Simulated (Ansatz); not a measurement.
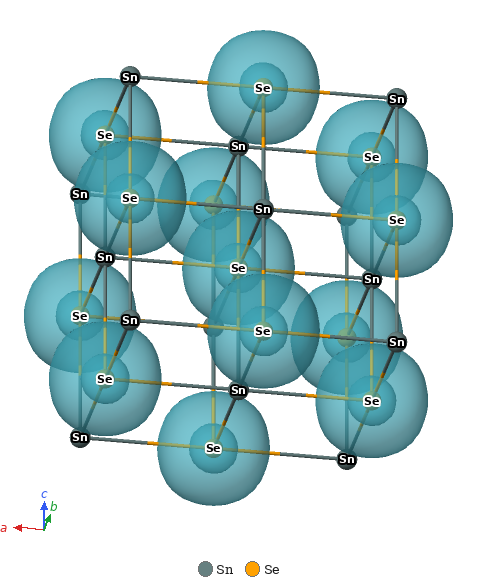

SnSe. Isosurface of the ELF at 0.65 (cyan), seen at an oblique angle. Core shells and regions of very low density are left out. Sticks mark near contacts.

Space group Fm-3m; computed pressure about −3 GPa in this cell.

Level of theory: Ansatz, Kohn-Sham DFT of a periodic cell, r2SCAN, Ansatz PAW.

Identify the bonds, lone pairs and shells in this picture.

The surface consists of four regions wrapped around Se (the valence shell of each), counted in one cell of 8 atoms. Regions shared between cells count once. Along the contacts the grid gives the following. Sn–Se (3.07 Å): the ELF is about 0.40 at the midpoint.
